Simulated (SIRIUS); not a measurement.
# Energy of BeS along an even scaling of the cell

System: BeS (F-43m, 2 atoms in the cell).
Method: Kohn-Sham DFT of a periodic cell, PBEsol, dojo-sr-pbesol-0.4.1-standard, no spin polarisation (SIRIUS 7.10.0).

The 7 runs differ only in the geometry, by an even scaling of the cell at fixed fractional positions. The structure derives from an entry of the Crystallography Open Database.

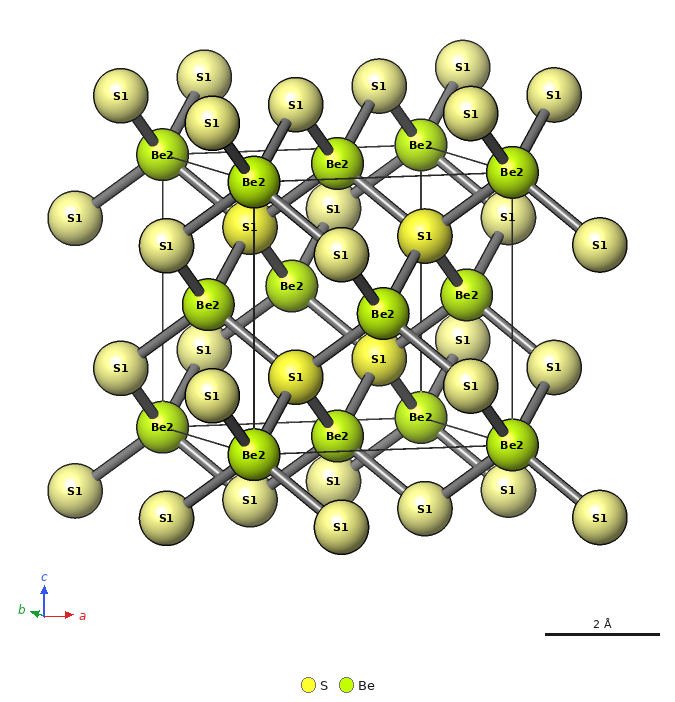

Figure 1. The structure of run 4 (ball-and-stick view of the cell 4 times as large as that of the calculation, set on its symmetry axes, seen slightly off an axis; neighbours outside the cell are drawn fainter; atoms are numbered from 1 in the order of the input). An atom can appear more than once, as a periodic image.

## Input of run 4
```
{
  "control": {
    "processing_unit": "cpu",
    "verbosity": 2,
    "num_bands_to_print": 11,
    "print_forces": true,
    "print_stress": true
  },
  "parameters": {
    "electronic_structure_method": "pseudopotential",
    "xc_functionals": ["XC_GGA_X_PBE_SOL", "XC_GGA_C_PBE_SOL"],
    "gk_cutoff": 9.4,
    "pw_cutoff": 18.8,
    "ngridk": [9, 9, 9],
    "shiftk": [0, 0, 0],
    "smearing": "fermi_dirac",
    "smearing_width": 0.0018374661,
    "num_bands": 11,
    "num_mag_dims": 0,
    "num_dft_iter": 100,
    "energy_tol": 1e-08,
    "density_tol": 1e-06
  },
  "iterative_solver": {
    "type": "davidson",
    "min_tolerance": 1e-09,
    "tolerance_scale": [0.1, 0.25]
  },
  "mixer": {
    "type": "anderson",
    "beta": 0.7,
    "max_history": 8
  },
  "settings": {
    "tol_ne": 1e-10,
    "pseudo_grid_cutoff": 6.5
  },
  "unit_cell": {
    "lattice_vectors": [
      [0.0, 4.582585852217, 4.582585852217],
      [4.582585852217, 0.0, 4.582585852217],
      [4.582585852217, 4.582585852217, 0.0]
    ],
    "atom_coordinate_units": "lattice",
    "atom_types": ["S", "Be"],
    "atom_files": {
      "Be": "Be.json",
      "S": "S.json"
    },
    "atoms": {
      "S": [
        [0.75, 0.75, 0.75]
      ],
      "Be": [
        [0.0, 0.0, 0.0]
      ]
    }
  }
}
```

Command:
```bash
upf_to_json Be.upf
upf_to_json S.upf
OMP_NUM_THREADS=1 sirius.scf --input=sirius.json --output=out.json --task=0
```

Lattice vectors (Å) and fractional positions of run 4:
```
   0.000000    2.425000    2.425000
   2.425000    0.000000    2.425000
   2.425000    2.425000    0.000000
S   0.750000  0.750000  0.750000
Be  0.000000  0.000000  0.000000
```

Run 6 differs from it as follows:
```diff
-      [0.0, 4.582585852217, 4.582585852217],
-      [4.582585852217, 0.0, 4.582585852217],
-      [4.582585852217, 4.582585852217, 0.0]
+      [0.0, 4.642889950056, 4.642889950056],
+      [4.642889950056, 0.0, 4.642889950056],
+      [4.642889950056, 4.642889950056, 0.0]
```

## Results, with one run withheld

| run | volume per atom (Å³) | free energy per atom, from the lowest run given (meV) | pressure (GPa) | gap on the mesh (eV) |
| --- | --- | --- | --- | --- |
| 1 | 13.405 | 13.57 | 5.99 | 2.89 |
| 2 | 13.690 | 5.07 | 3.57 | 2.94 |
| 3 | 13.975 | 0.67 | 1.38 | 2.98 |
| 4 | 14.261 | 0.00 | −0.61 | 3.03 |
| 5 | 14.546 | 2.71 | −2.42 | 3.07 |
| 6 | 14.831 | ? | ? | ? |
| 7 | 15.116 | 17.06 | −5.56 | 3.14 |

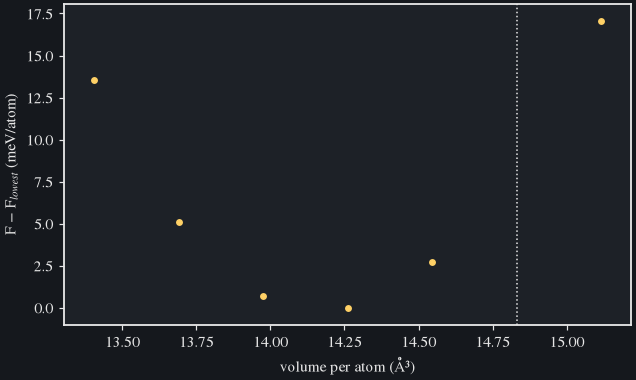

Figure 2. Free energy per atom of the runs given; the dotted line marks run 6.

Fit the runs given and predict run 6.

A cubic polynomial in V^(−2/3) (the Birch–Murnaghan form), fitted to the 6 runs given, misses them by under 0.01 meV per atom. With x = V^(−2/3) − 0.17096 Å⁻², it reads F = −0.15971 + 130.76 x + 3.3174e+05 x² − 1.9345e+05 x³ (meV per atom). At run 6 it gives 8.49 meV per atom, and the run itself gives 8.49. The slope of the fit gives a pressure −dF/dV of −4.06 GPa there, and the run prints −4.07 GPa. The fit has its minimum at 14.171 Å³ per atom, where V d²F/dV² gives 97.2 GPa: the bulk modulus at this level, since symmetry fixes the shape and the positions. The gap on the mesh goes, without turning, from 2.89 eV in run 1 to 3.14 eV in run 7; run 6 has 3.11 eV. These are gaps of this functional on this mesh, which can miss the band edges; they aren't the measured gap.

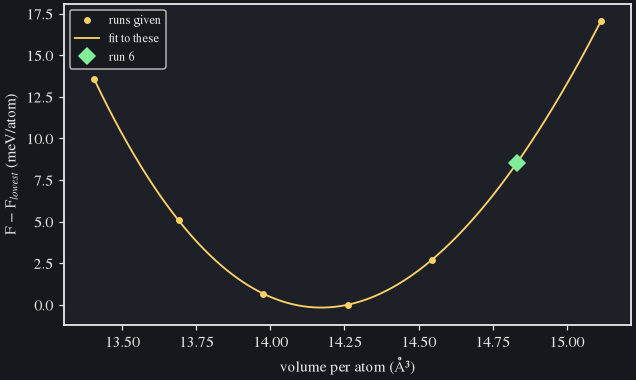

Figure 3. The fit and the withheld run.

## Some lines of the output (run 6)
```
[...]
[find] Total energy                   :     -24.98010330 (Ha),     -49.96020660 (Ry)
[find] Free energy (E-TS)             :     -24.98010330 (Ha),     -49.96020660 (Ry)
[find] band gap (eV)                  :       3.10744736
[find] Efermi                         :       0.25193506
[find] Total energy                   :     -24.98010332 (Ha),     -49.96020663 (Ry)
[find] Free energy (E-TS)             :     -24.98010332 (Ha),     -49.96020663 (Ry)
[find] band gap (eV)                  :       3.10739832
[find] Efermi                         :       0.23759064
[find] Total energy                   :     -24.98010332 (Ha),     -49.96020664 (Ry)
[find] Free energy (E-TS)             :     -24.98010332 (Ha),     -49.96020664 (Ry)
[find] band gap (eV)                  :       3.10740635
[find] Efermi                         :       0.23759040
[find] band gap (eV)                  :       3.10738425
[find] Efermi                         :       0.23759066
```
